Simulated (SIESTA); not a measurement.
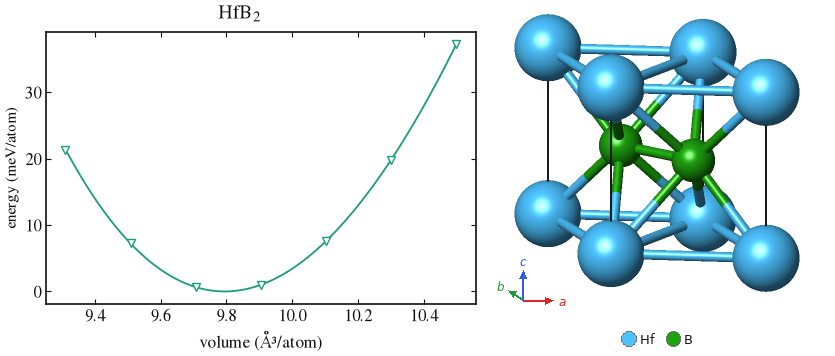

Plotted: energy against volume for HfB₂, space group P6/mmm (No. 191). The conventional cell is drawn beside the plot.

Starting cell:
```xyz
3
Lattice="3.1400 0.0000 0.0000 -1.5700 2.7193 0.0000 0.0000 0.0000 3.4800" Properties=species:S:1:pos:R:3 pbc="T T T"
Hf    0.0000    0.0000    0.0000
B     1.5700    0.9064    1.7400
B     0.0000    1.8129    1.7400
```

How it was computed, with SIESTA 5.4.2: DFT in numerical atomic orbitals with pseudopotentials, no spin polarisation; energies at scaled volumes of the given cell, shape and fractions fixed, counted from the fit's minimum, third-order Birch-Murnaghan fit. Level: PBEsol.

k mesh 10×10×8; occupations Fermi–Dirac; smearing width 0.05 eV; potentials PseudoDojo 0.4 standard, converted to PSML, two zetas on semicore shells; program settings basis DZP, mesh cutoff 800 Ry.

This calculation gives: equilibrium volume 9.79 Å³/atom and bulk modulus 264 GPa.

Now Hf is replaced by Zr on all its sites, which gives ZrB₂ in the same structure. Predict the effect.

The equilibrium volume rises from 9.79 to 10.13 Å³/atom (+3.5 %) and the bulk modulus falls from 264 to 246 GPa (−6.8 %).

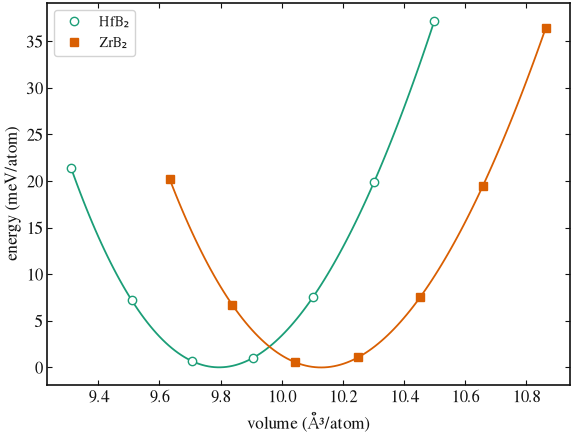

The two results together.

For HfB₂, limits of the calculation: mulliken charges of long orbitals; short basis over semicore shells; shape and atomic fractions are frozen while scaling, which makes layered, chain and framework solids too stiff.

For ZrB₂, limits of the calculation: mulliken charges of long orbitals; shape and atomic fractions are frozen while scaling, which makes layered, chain and framework solids too stiff.

V0 and the bulk modulus come from third-order Birch–Murnaghan fits.
